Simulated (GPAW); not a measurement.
# zinc-blende (ZnSe)₁₋ₓ(CdSe)ₓ at x = 1: the Se K absorption edge, part 2 of 2

Aim: the Se K edge in zinc-blende (ZnSe)₁₋ₓ(CdSe)ₓ at x = 1, one member of a composition series.

GPAW 26.7.0; X-ray absorption from dipole matrix elements to empty bands, plane-wave PAW LDA.

So far. Step 2 (Ground state of the crystal): The mesh shows a gap of 0.35 eV. The excited electron is kept all the same, so that all members of the series, with or without a gap, are treated alike.

## Step 4: Spectrum with XCH, Se atom 2

The holes are 8.6 Å apart. In GPAW the data set carries the hole's charge, so charge=0 means a charged cell and charge=-1 a neutral one. The excited electron is kept in the cell, where it fills the lowest empty states and screens the hole. After the field has converged, empty bands are computed with the density fixed and the dipole matrix elements are summed.

The absorber has 4 Cd at 2.62 Å (tetrahedral).

Input file xas.py:

```python
import numpy as np
from ase import Atoms
from ase.parallel import parprint, paropen
from gpaw import GPAW, PW, FermiDirac, Mixer, MixerDif, setup_paths
from gpaw.test import gen
setup_paths.insert(0, '.')
gen('Se', name='fch1s', xcname='LDA', corehole=(1, 0, 1), write_xml=True)
from gpaw.mpi import world
world.barrier()

atoms = Atoms('CdSeCdSeCdSeCdSeCdSeCdSeCdSeCdSe',
    cell=[[0, 6.05, 6.05],
     [6.05, 0, 6.05],
     [6.05, 6.05, 0]],
    scaled_positions=[[0, 0, 0],
     [0.125, 0.125, 0.125],
     [0, 0, 0.5],
     [0.125, 0.125, 0.625],
     [0, 0.5, 0],
     [0.125, 0.625, 0.125],
     [0, 0.5, 0.5],
     [0.125, 0.625, 0.625],
     [0.5, 0, 0],
     [0.625, 0.125, 0.125],
     [0.5, 0, 0.5],
     [0.625, 0.125, 0.625],
     [0.5, 0.5, 0],
     [0.625, 0.625, 0.125],
     [0.5, 0.5, 0.5],
     [0.625, 0.625, 0.625]],
    pbc=True)
atoms.calc = calc = GPAW(legacy_gpaw=True, mode=PW(400, force_complex_dtype=True), xc='LDA', setups={1: 'fch1s'},
    kpts={'size': (3, 3, 3), 'gamma': True}, occupations=FermiDirac(0.04),
    charge=-1, mixer=Mixer(0.1, 5, 50), maxiter=150,
    convergence={'density': 0.0001, 'eigenstates': 1e-6}, txt='scf.txt')
energy = atoms.get_potential_energy() + calc.get_reference_energy()
ef = calc.get_fermi_level()
out = dict(energy=energy, fermi=ef, forces=atoms.get_forces().tolist())
parprint(f'all-electron energy {energy:.4f} eV, Fermi level {ef:.4f} eV')
ev = np.array([[calc.get_eigenvalues(k, s) for k in range(len(calc.get_ibz_k_points()))] for s in range(calc.get_number_of_spins())])
out['homo'], out['lumo'], out['counts'] = ev[ev < ef].max(), ev[ev > ef].min(), sorted(set((ev < ef).sum((0, 2)).tolist()))
out['filled'] = (ev[:, 0] < ef).sum(1).tolist()

from ase.units import Ha
from gpaw.xas import dipole_matrix_elements
nb = int(calc.get_number_of_electrons() / 2) + 226
top, nb = nb, nb + 8 + nb // 12
nscf = calc.fixed_density(kpts={'size': (4, 4, 4), 'gamma': True}, nbands=nb,
    convergence={'bands': top, 'eigenstates': 5e-3}, maxiter=60, txt='nscf.txt')
cell = atoms.cell.array
ops = [cell.T @ U.T @ np.linalg.inv(cell.T) for U in nscf.wfs.kd.symmetry.op_scc]
filled = [72]  # bands filled in the ground state, by spin
E = np.arange(-6, 30, 0.1)
fwhm = np.interp(E, [4, 25], [2.33, 3.5])
Y, X, zero, highest = 0, 0, 1e9, 1e9
for spin in range(nscf.get_number_of_spins()):
    wfs = nscf.wfs
    mine = wfs.bd.get_slice()  # this rank's bands
    A = dipole_matrix_elements(wfs.setups[1])
    eps = np.zeros((wfs.kd.nibzkpts, nb))
    d = np.zeros((3, A.shape[1], wfs.kd.nibzkpts, nb), complex)
    for kpt in wfs.kpt_u:
        if kpt.s == spin and 1 in kpt.P_ani:
            eps[kpt.k, mine] = kpt.eps_n * Ha
            d[:, :, kpt.k, mine] = (kpt.weight * wfs.nspins / 2) ** 0.5 * np.inner(A, kpt.P_ani[1])
    world.sum(eps)
    world.sum(d)
    T = np.einsum('amkn,bmkn->abkn', d, d.conj()).real
    T = sum(np.einsum('ai,ijkn,bj->abkn', R, T, R) for R in ops) / len(ops)
    empty = np.ones_like(eps, bool) & (np.arange(nb) >= filled[spin])
    zero, highest = min(zero, eps[empty].min()), min(highest, eps[:, top - 1].min())
    lines = [(eps, T, empty)] if spin == 0 else lines + [(eps, T, empty)]
for eps, T, empty in lines:
    f = np.einsum('aakn->akn', T).reshape(3, -1)
    x = eps.ravel() - zero
    w = np.interp(x, E, fwhm) / 2.35482
    g = np.exp(-0.5 * ((E[:, None] - x) / w) ** 2) / (w * (2 * np.pi) ** 0.5)
    Y = Y + (f * empty.ravel()) @ g.T
    X = X + (f * ~empty.ravel()) @ g.T
out.update(E=E.round(2).tolist(), xas=Y.tolist(), xes=X.tolist(), zero=zero, valid=highest - zero, nk=len(eps), nb=nb)
for i in range(0, len(E), 10):
    parprint(f'{E[i]:7.2f}', *(f'{v:10.3e}' for v in Y[:, i]))
import json
with paropen('out.json', 'w') as f:
    json.dump(out, f)
```

Command:

```
$ OMP_NUM_THREADS=1 mpirun -n 4 gpaw python xas.py
```

Numbers of over 12 decimals in the logs are rounded to 6 here.

The program printed:

```text
Input parameters:
  charge: -1
  convergence: {density: 0.0001,
                eigenstates: 1e-06}
  kpts: {gamma: True,
         size: (3, 3, 3)}
  maxiter: 150
  mixer: {backend: pulay,
          beta: 0.1,
          method: separate,
          nmaxold: 5,
          weight: 50}
  mode: {ecut: 400.0,
         force_complex_dtype: True,
         name: pw}
  occupations: {fixmagmom: False,
                name: fermi-dirac,
                width: 0.04}
  setups: {1: fch1s}

Initialize ...

[... PAW data sets ...]

Reference energy: -1731743.939787  # eV

Spin-paired calculation

[... convergence settings ...]
Symmetries present (total): 6
  [... symmetry matrices ...]

27 k-points: 3 x 3 x 3 Monkhorst-Pack grid
6 k-points in the irreducible part of the Brillouin zone
       k-points in crystal coordinates                weights
   0:     0.00000000    0.00000000    0.00000000          1/27
   1:     0.33333333    0.00000000   -0.33333333          6/27
   2:     0.33333333    0.00000000    0.00000000          6/27
   3:     0.33333333    0.33333333   -0.33333333          6/27
   4:     0.33333333    0.33333333    0.00000000          6/27
   5:     0.33333333    0.33333333    0.33333333          2/27

Wave functions: Plane wave expansion
  Cutoff energy: 400.000 eV
  Number of coefficients (min, max): 7991, 8080
  Pulay-stress correction: 0.000000 eV/Ang^3 (de/decut=0.000000)
  Using FFTW library
  Wavefunction extrapolation:
    Improved wavefunction reuse through dual PAW basis

Occupation numbers: Fermi-Dirac:
  width: 0.0400  # eV

Eigensolver
   Davidson(niter=2)

Densities:
  Coarse grid: 40*40*40 grid
  Fine grid: 80*80*80 grid
  Total Charge: 0.000000

Density mixing:
  Method: separate
  Backend: pulay
  Linear mixing parameter: 0.1
  old densities: 5
  Width of damping distribution: 1.1
  Damping of long wavelength oscillations: 50

[... Hamiltonian set-up ...]
Number of atoms: 16
Number of atomic orbitals: 104
Number of bands in calculation: 91
Number of valence electrons: 145
Bands to converge: occupied

... initialized

Initializing position-dependent things.

Density initialized from atomic densities
Creating initial wave functions:
  91 bands from LCAO basis set

                              Se
                     Se
                         Cd
                       Se
                Cd
             Se             Se
                  Cd
                   Se
         Cd             Cd
                     Se
              Cd
            Se
                Cd
       Cd

Atomic positions and initial magnetic moments

Positions:
   0 Cd     0.000000    0.000000    0.000000    ( 0.0000,  0.0000,  0.0000)
   1 Se     1.512500    1.512500    1.512500    ( 0.0000,  0.0000,  0.0000)
   2 Cd     3.025000    3.025000    0.000000    ( 0.0000,  0.0000,  0.0000)
   3 Se     4.537500    4.537500    1.512500    ( 0.0000,  0.0000,  0.0000)
   4 Cd     3.025000    0.000000    3.025000    ( 0.0000,  0.0000,  0.0000)
   5 Se     4.537500    1.512500    4.537500    ( 0.0000,  0.0000,  0.0000)
   6 Cd     6.050000    3.025000    3.025000    ( 0.0000,  0.0000,  0.0000)
[...]
13 Se     4.537500    4.537500    7.562500    ( 0.0000,  0.0000,  0.0000)
  14 Cd     6.050000    6.050000    6.050000    ( 0.0000,  0.0000,  0.0000)
  15 Se     7.562500    7.562500    7.562500    ( 0.0000,  0.0000,  0.0000)

Unit cell:
           periodic     x           y           z      points  spacing
  1. axis:    yes    0.000000    6.050000    6.050000    40     0.1746
  2. axis:    yes    6.050000    0.000000    6.050000    40     0.1746
  3. axis:    yes    6.050000    6.050000    0.000000    40     0.1746

  Lengths:   8.555992   8.555992   8.555992
  Angles:   60.000000  60.000000  60.000000

Effective grid spacing dv^(1/3) = 0.1906

iter:   1   -69.580976
iter:   2   -67.485568   -1.99  -1.24
iter:   3   -64.569809   -1.13  -1.30
iter:   4   -64.531045   -3.05  -1.60
iter:   5   -64.402689   -3.02  -1.62
iter:   6   -64.391480   -3.88  -2.20
iter:   7   -64.382749c  -3.66  -2.41
iter:   8   -64.382149c  -4.84  -3.08
iter:   9   -64.382146c  -4.73  -3.16
iter:  10   -64.382040c  -5.65  -3.36
iter:  11   -64.382037c  -6.25c -3.59
iter:  12   -64.382061c  -6.19c -3.66
iter:  13   -64.382027c  -6.38c -4.08c

Converged after 13 iterations.

Dipole moment: (-26.930145, -26.930145, -26.930145) |e|*Ang

Energy contributions relative to reference atoms: (reference = -1731743.939787)

Kinetic:       +167.504991
Potential:     -155.149869
External:        +0.000000
XC:             -77.627348
Entropy (-ST):   -0.018407
Local:           +0.899402
SIC:             +0.000000
--------------------------
Free energy:    -64.391231
Extrapolated:   -64.382027

Showing only first 2 kpts
 Kpt  Band  Eigenvalues  Occupancy
  0    70      3.49113    2.00000
  0    71      3.49113    2.00000
  0    72      3.67789    2.00000
  0    73      5.41848    1.77449

  1    70      2.55780    2.00000
  1    71      3.14467    2.00000
  1    72      5.92400    0.00005
[...]
Fermi level: 5.50099

No gap
No difference between direct/indirect transitions

Forces in eV/Ang:
  0 Cd   -0.53465   -0.53465   -0.53465
  1 Se    0.00000    0.00000    0.00000
  2 Cd    0.53465    0.53465   -0.53468
  3 Se   -0.00000   -0.00000    0.04987
  4 Cd    0.53465   -0.53468    0.53465
  5 Se   -0.00000    0.04987   -0.00000
  6 Cd    0.03886   -0.03883   -0.03883
[...]
13 Se   -0.00002   -0.00002   -0.04985
 14 Cd    0.03882    0.03882    0.03882
 15 Se    0.00002    0.00002    0.00002
Scalar-relativistic atomic LDA calculation for Se (Selenium, Z=34)
Core hole in 1s state (1s occupation: 1.0)
600 radial gridpoints.
|------------------------------------------------|
|------------------------------------------------|
[... the atom generator's iteration count ...]

Energy contributions:
-------------------------
Kinetic:    +1992.176532
XC:           -74.936171
Potential:  -3877.301897
-------------------------
Total:      -1960.061536

state      eigenvalue         ekin         rmax
-----------------------------------------------
1s^1.0 :  -473.814066   594.491378        0.029
2s^2.0 :   -62.777713   119.273514        0.162
2p^6.0 :   -56.419235   117.661311        0.128
3s^2.0 :    -8.945456    28.579454        0.490
3p^6.0 :    -6.765340    26.386029        0.482
3d^10.0:    -2.900021    21.587394        0.429
4s^2.0 :    -1.105925     4.504829        1.414
4p^4.0 :    -0.649487     3.202895        1.619
-----------------------------------------------
(units: Bohr and Hartree)

Generating PAW setup
Kinetic energy of the core from tauc = 1992.701230
Cutoffs:
rc(s)=1.600
rc(p)=1.900
rc(d)=1.600
rc(vbar)=1.440
rc(comp)=1.600
rc(nct)=1.900

Kinetic energy of the core states: 1970.355293
Charge: 1.0
Core electrons: 27.0
Valence electrons: 6.0
Pseudo-core charge: 0.688517
Shape function alpha=3.906
Pseudo-electron charge 7.123653
state    eigenvalue         norm
--------------------------------
4s(2) :    -1.105925     1.147115
*s    :    -0.105925
4p(4) :    -0.649487     1.035227
*p    :     0.350513
*d    :     0.000000
--------------------------------

Diagonalizing with gridspacing h=0.050

state   all-electron     PAW
-------------------------------
4s:      -1.105925    -1.106630
4p:      -0.649487    -0.650084
*d:                   -0.134651
*f:                   -0.017877
-------------------------------
all-electron energy -1731808.3218 eV, Fermi level 5.5010 eV
[...]
27.00  8.255e-08  8.255e-08  8.255e-08
  28.00  8.847e-08  8.847e-08  8.847e-08
  29.00  9.552e-08  9.552e-08  9.552e-08
```

Run time: 3.5 min. Hardware: 4 MPI ranks of Intel Xeon Platinum 8488C (Sapphire Rapids), shared host; peak memory 0.65 GiB; 14 min of CPU time.

The Se K spectrum, Se atom 2, excited-electron core hole (neutral cell) (energy from the bottom of the conduction band, which holds the excited electron; intensity scaled to a mean of 1 over the first 20 eV):

| E (eV) | intensity |
| --- | --- |
| -2.0 | 0.00 |
| -0.5 | 0.03 |
| 1.0 | 0.35 |
| 2.5 | 1.16 |
| 4.0 | 1.52 |
| 5.5 | 1.53 |
| 7.0 | 1.52 |
| 8.5 | 1.10 |
| 10.0 | 0.63 |
| 11.5 | 0.53 |
| 13.0 | 0.89 |
| 14.5 | 1.13 |
| 16.0 | 1.06 |
| 17.5 | 0.88 |
| 19.0 | 0.81 |
| 20.5 | 0.91 |
| 22.0 | 0.98 |
| 23.5 | 1.05 |
| 25.0 | 1.01 |
| 26.5 | 0.94 |
| 28.0 | 1.02 |
| 29.5 | 1.13 |

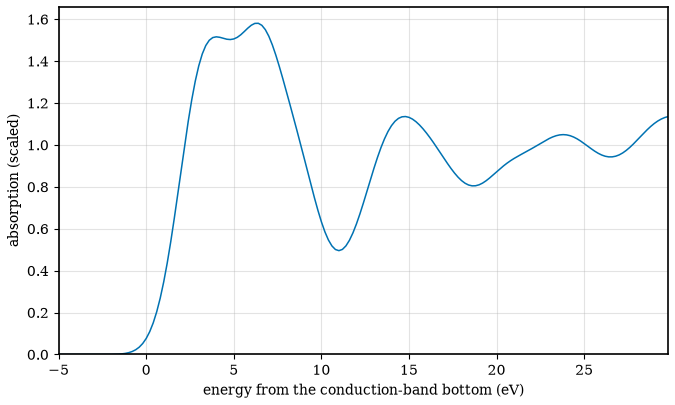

The Se K edge, Se atom 2, excited-electron core hole (neutral cell): main maxima at 6.4, 14.8 and 23.8 eV.

Main maxima below 29 eV (height): 6.4 eV (1.58), 14.8 eV (1.14) and 23.8 eV (1.05). A K edge sees empty p states on the absorber.

The energy difference (zero at 12672 eV) isn't read as a photon energy: for so heavy an absorber the terms left out (the hole's spin, the functional's error) amount to tens of eV or more.

## Step 5: Results

| Quantity | Value |
| --- | --- |
| absorber and edge | Se K, atom 2 of the ground-state input (counted from 1) |
| surroundings | 4 Cd at 2.62 Å (tetrahedral) |
| highest intensity below 24 eV | 6.4 eV above the zero, height 1.58 |

The Se K edge of atom 2, with 4 Cd at 2.62 Å (tetrahedral), has its highest intensity of the first 24 eV at 6.4 eV above the zero, 1.6 times the mean level of the first 20 eV (Gaussian full width 2.33 eV up to 4 eV, rising linearly to 3.5 eV at 25 eV). The script folds with a Gaussian, whereas the core hole's own line is a Lorentzian, so the onset is too steep and the first peak too high.

[Banner, clock and machine lines of the logs are left out without a mark of their own.]

[Logs are printed without paths, hosts, clocks, repeated set-up lines and the standing remarks that a program may print on its own settings, such as how far it seeks lower states.]

[Hosts, paths, dates, database ids (printed as entryN), source tags and the programs' standing remarks are cut or masked in the printed files.]

[Lists of maxima count a maximum above −3 eV only where it reaches 4 % of the highest in the window and stands out from its surroundings by 2 % of it (1.5 % where it reaches 55 %); shoulders and weaker maxima are passed over, and of the rest the first, up to two pre-edge ones and the few strongest are named.]
